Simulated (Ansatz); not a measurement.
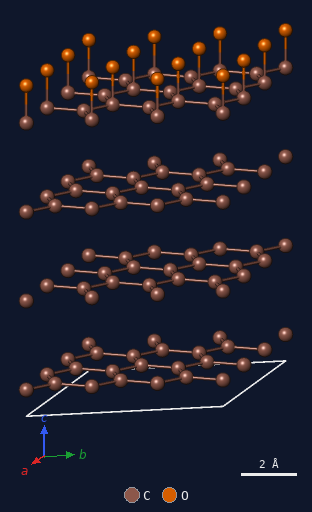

This is the input geometry for a constrained relaxation of a slab of composition C₈O (cut from the P6_3/mmc phase). A ball-and-stick model of the 3 × 3 repeat of the cell, outlined in the plane, without the vacuum, seen slightly off an axis.

Case: O over the place (0/4, 0/4) of the surface cell, its height relaxed. The slab is the (0 0 1) face of C with O on it. 8 atoms are held fixed.

Computed with Ansatz 0.2.0, DFT PBE+D3(BJ), scalar-relativistic, plane waves, PAW.

Input
```yaml
crystal:
  lattice:
    - [2.464979667, 0.0, 0.0]
    - [-1.2324898335, 2.1347350114, 0.0]
    - [0.0, 0.0, 29.1076495408]
  atoms:
    - { symbol: C, position: [0.0, 0.0, 0.2920194646] }
    - { symbol: C, position: [0.6666666667, 0.3333333333, 0.2920194566] }
    - { symbol: C, position: [0.0, 0.0, 0.4077696707] }
    - { symbol: C, position: [0.3333333333, 0.6666666667, 0.4077696627] }
    - { symbol: C, position: [0.0, 0.0, 0.5235198769] }
    - { symbol: C, position: [0.6666666667, 0.3333333333, 0.5235198689] }
    - { symbol: C, position: [0.0, 0.0, 0.6392700831] }
    - { symbol: C, position: [0.3333333333, 0.6666666667, 0.6392700751] }
    - { symbol: O, position: [0.0, 0.0, 0.6880545099] }
basis:
  ecutwfc: 420
kpoints:
  mp_grid: { grid: [12, 12, 1] }
hamiltonian:
  xc: pbe
  dispersion: d3bj
scf:
  occupations: { method: gaussian, width: 0.1 }
output:
  forces: true
  eigenvalues: true
  write_density: true
  write_potential: true
  elf: true
  volumetric_format: npy
relax:
  adjacent_minimum: "off"
  f_tol: 0.02
  max_steps: 25
  constraints: [{ sites: [0, 1, 2, 3, 4, 5, 6, 7] }, { site: 8, fix: xy }]
efield:
  axis: 3
  dipole_correction: true
  ramp_width: 0.04
```

Run as
```bash
ansatz run input.yaml --threads 2 --pin off --max-ram 5120MiB --backend cpu --events-out ev --progress --plain --runs-dir out
```

Question: Where does the constrained relaxation end?

Answer: Over 3 accepted moves (4 points after the start) the energy falls by 86.2 meV per cell of the calculation. Largest force component: 2.3 eV/Å at the start, 0.015 eV/Å at the end. 1 step only repeated the SCF at the same geometry. O9 moves most: 0.082 Å along the normal (+c). C stays in place. The lattice vectors keep their values. Among the contacts that change: C7–O9 1.420 → 1.502 Å. Cost: 37 s on 2 threads of Arm Neoverse V1, on a shared host, peak memory 0.39 GiB.

After the run, drawn alike:

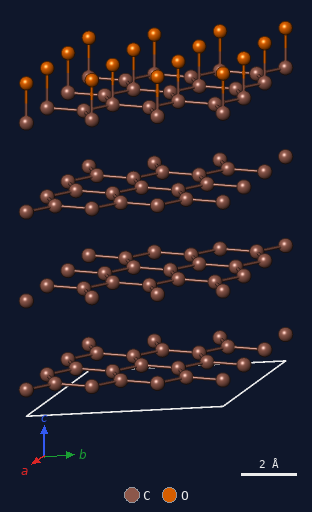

Limits of the set-up: the periodic images lie only 2.5 Å apart, so the values are limited by the cell's size.
